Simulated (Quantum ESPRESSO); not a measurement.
**Energy of GaP along an even scaling of the cell**

System: GaP (2 atoms in the cell).
Method: Kohn-Sham DFT of a periodic cell, vdW-DF3-opt1, PseudoDojo 0.4.1 SR PBE standard, no spin polarisation (Quantum ESPRESSO 7.5).

The 7 runs differ only in the geometry, by an even scaling of the cell at fixed fractional positions. The structure derives from an entry of the Crystallography Open Database.

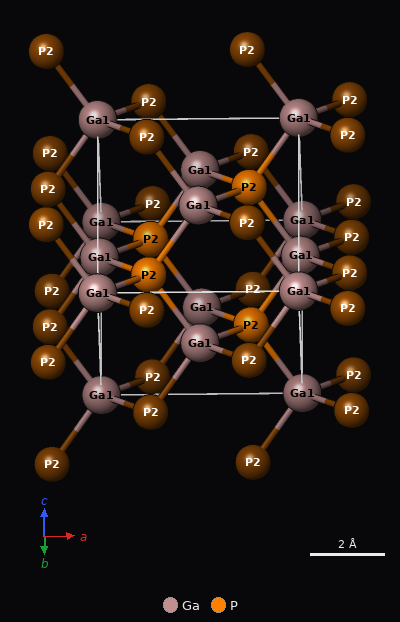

Figure 1. The structure of run 4 (ball-and-stick view of the cell 4 times as large as that of the calculation, set on its symmetry axes, seen at an oblique angle; neighbours outside the cell are drawn fainter; atoms are numbered from 1 in the order of the input).

## The input of run 4
```
&CONTROL
  calculation = 'scf'
  prefix = 'pwscf'
  outdir = './tmp'
  pseudo_dir = './pseudo'
  tprnfor = .true.
  tstress = .true.
  disk_io = 'low'
/
&SYSTEM
  ibrav = 0
  nat = 2
  ntyp = 2
  ecutwfc = 80
  nbnd = 15
  input_dft = 'vdw-df3-opt1'
  occupations = 'smearing'
  smearing = 'fd'
  degauss = 0.00367493
/
&ELECTRONS
  conv_thr = 4d-10
  electron_maxstep = 120
  mixing_beta = 0.5
/
ATOMIC_SPECIES
Ga    69.7230 Ga.upf
P     30.9738 P.upf
CELL_PARAMETERS bohr
   0.0000000000    5.1499761211    5.1499761211
   5.1499761211    0.0000000000    5.1499761211
   5.1499761211    5.1499761211    0.0000000000
ATOMIC_POSITIONS bohr
Ga     0.0000000000    0.0000000000    0.0000000000
P      7.7249641817    7.7249641817    7.7249641817
K_POINTS automatic
8 8 8 0 0 0
```

## File bands.in of run 4
```
&CONTROL
  calculation = 'bands'
  prefix = 'pwscf'
  outdir = './tmp'
  pseudo_dir = './pseudo'
  disk_io = 'low'
  verbosity = 'high'
/
&SYSTEM
  ibrav = 0
  nat = 2
  ntyp = 2
  ecutwfc = 80
  nbnd = 15
  input_dft = 'vdw-df3-opt1'
  occupations = 'smearing'
  smearing = 'fd'
  degauss = 0.00367493
/
&ELECTRONS
  conv_thr = 1d-08
  electron_maxstep = 120
  mixing_beta = 0.5
  diago_full_acc = .true.
/
ATOMIC_SPECIES
Ga    69.7230 Ga.upf
P     30.9738 P.upf
CELL_PARAMETERS bohr
   0.0000000000    5.1499761211    5.1499761211
   5.1499761211    0.0000000000    5.1499761211
   5.1499761211    5.1499761211    0.0000000000
ATOMIC_POSITIONS bohr
Ga     0.0000000000    0.0000000000    0.0000000000
P      7.7249641817    7.7249641817    7.7249641817
K_POINTS crystal
60
 0.0000000000  0.0000000000  0.0000000000 1
 0.0625000000  0.0000000000  0.0625000000 1
 0.1250000000  0.0000000000  0.1250000000 1
 0.1875000000  0.0000000000  0.1875000000 1
 0.2500000000  0.0000000000  0.2500000000 1
 0.3125000000  0.0000000000  0.3125000000 1
 0.3750000000  0.0000000000  0.3750000000 1
 0.4375000000  0.0000000000  0.4375000000 1
 0.5000000000  0.0000000000  0.5000000000 1
 0.5000000000  0.0625000000  0.5625000000 1
 0.5000000000  0.1250000000  0.6250000000 1
 0.5000000000  0.1875000000  0.6875000000 1
 0.5000000000  0.2500000000  0.7500000000 1
 0.4375000000  0.3125000000  0.7500000000 1
 0.3750000000  0.3750000000  0.7500000000 1
 0.3375000000  0.3375000000  0.6750000000 1
 0.3000000000  0.3000000000  0.6000000000 1
 0.2625000000  0.2625000000  0.5250000000 1
 0.2250000000  0.2250000000  0.4500000000 1
 0.1875000000  0.1875000000  0.3750000000 1
 0.1500000000  0.1500000000  0.3000000000 1
 0.1125000000  0.1125000000  0.2250000000 1
 0.0750000000  0.0750000000  0.1500000000 1
 0.0375000000  0.0375000000  0.0750000000 1
 0.0000000000  0.0000000000  0.0000000000 1
 0.0625000000  0.0625000000  0.0625000000 1
 0.1250000000  0.1250000000  0.1250000000 1
 0.1875000000  0.1875000000  0.1875000000 1
 0.2500000000  0.2500000000  0.2500000000 1
 0.3125000000  0.3125000000  0.3125000000 1
 0.3750000000  0.3750000000  0.3750000000 1
 0.4375000000  0.4375000000  0.4375000000 1
 0.5000000000  0.5000000000  0.5000000000 1
 0.5250000000  0.4500000000  0.5250000000 1
 0.5500000000  0.4000000000  0.5500000000 1
 0.5750000000  0.3500000000  0.5750000000 1
 0.6000000000  0.3000000000  0.6000000000 1
 0.6250000000  0.2500000000  0.6250000000 1
 0.5833333333  0.2500000000  0.6666666667 1
 0.5416666667  0.2500000000  0.7083333333 1
 0.5000000000  0.2500000000  0.7500000000 1
 0.5000000000  0.2857142857  0.7142857143 1
 0.5000000000  0.3214285714  0.6785714286 1
 0.5000000000  0.3571428571  0.6428571429 1
 0.5000000000  0.3928571429  0.6071428571 1
 0.5000000000  0.4285714286  0.5714285714 1
 0.5000000000  0.4642857143  0.5357142857 1
 0.5000000000  0.5000000000  0.5000000000 1
 0.4821428571  0.4821428571  0.5357142857 1
 0.4642857143  0.4642857143  0.5714285714 1
 0.4464285714  0.4464285714  0.6071428571 1
 0.4285714286  0.4285714286  0.6428571429 1
 0.4107142857  0.4107142857  0.6785714286 1
 0.3928571429  0.3928571429  0.7142857143 1
 0.3750000000  0.3750000000  0.7500000000 1
 0.6250000000  0.2500000000  0.6250000000 1
 0.5937500000  0.1875000000  0.5937500000 1
 0.5625000000  0.1250000000  0.5625000000 1
 0.5312500000  0.0625000000  0.5312500000 1
 0.5000000000  0.0000000000  0.5000000000 1
```

Command:
```bash
OMP_NUM_THREADS=1 pw.x -in pw.in > pw.out
OMP_NUM_THREADS=1 pw.x -in bands.in > bands.out
```

Lattice vectors (Å) and fractional positions of run 4:
```
   0.000000    2.725250    2.725250
   2.725250    0.000000    2.725250
   2.725250    2.725250    0.000000
Ga  0.000000  0.000000  0.000000
P   0.750000  0.750000  0.750000
```

Run 6 has the same physical settings and fractional positions; its lattice vectors (Å) are:
```
   0.000000    2.761113    2.761113
   2.761113    0.000000    2.761113
   2.761113    2.761113    0.000000
```

## Results, with one run withheld

```csv
run,volume per atom (Å³),"free energy per atom, from the lowest run given (meV)",pressure (GPa),gap on the mesh (eV)
1,19.026,22.15,5.97,1.45
2,19.431,9.73,3.80,1.49
3,19.836,2.53,1.85,1.52
4,20.240,0.00,0.10,1.53
5,20.645,1.66,−1.47,1.47
6,21.050,?,?,?
7,21.455,15.84,−4.13,1.16
```

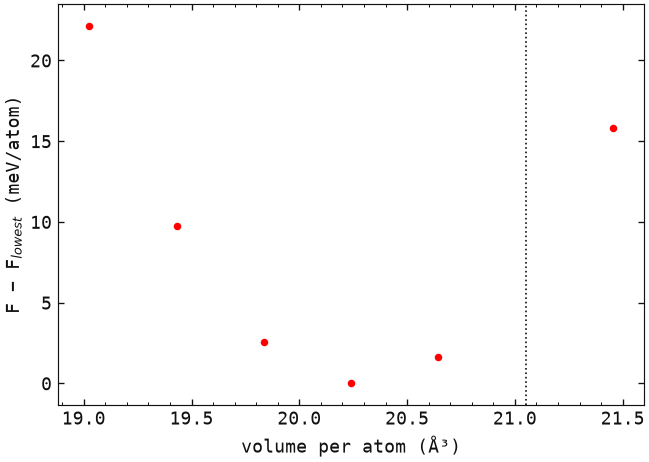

Figure 2. Free energy per atom of the runs given; the dotted line marks run 6.

Estimate the energy of run 6 from the others.

A cubic polynomial in V^(−2/3) (the Birch–Murnaghan form), fitted to the 6 runs given, misses them by under 0.01 meV per atom. With x = V^(−2/3) − 0.13536 Å⁻², it reads F = 0.47943 + 1128.8 x + 6.4928e+05 x² + 1.1734e+06 x³ (meV per atom). At run 6 it gives 7.07 meV per atom, and the run itself gives 7.08. The slope of the fit gives a pressure −dF/dV of −2.83 GPa there, and the run prints −2.87 GPa. The fit has its minimum at 20.275 Å³ per atom, where V d²F/dV² gives 82.1 GPa: the bulk modulus at this level, since symmetry fixes the shape and the positions. The gap on the mesh lies between 1.16 eV (run 7) and 1.53 eV (run 4); run 6 has 1.32 eV. These are gaps of this functional on this mesh, which can miss the band edges; they aren't the measured gap.

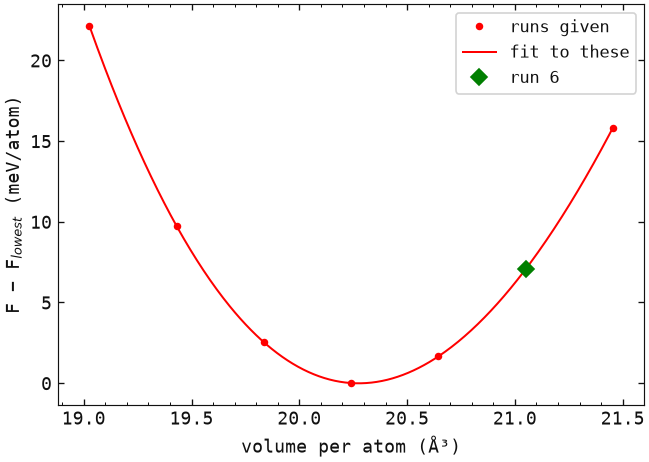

Figure 3. The fit and the withheld run.

## Some lines of the output (run 6)
```
[...]
     unit-cell volume          =     284.1051 (a.u.)^3
     number of k points=    29  Fermi-Dirac smearing, width (Ry)=  0.0037
     total energy              =    -166.66112922 Ry
     total energy              =    -166.67208143 Ry
     total energy              =    -166.67243179 Ry
     total energy              =    -166.67248705 Ry
     total energy              =    -166.67249066 Ry
     total energy              =    -166.67249084 Ry
     total energy              =    -166.67249087 Ry
     the Fermi energy is     7.6863 ev
!    total energy              =    -166.67249087 Ry
     The total energy is F=E-TS. E is the sum of the following terms:
     Computing stress (Cartesian axis) and pressure
          total   stress  (Ry/bohr**3)                   (kbar)     P=      -28.72
```

Notes: The record of the run, not the program, notes: potentials made for another functional. Points of doubt noted for this run: potentials made for another functional.
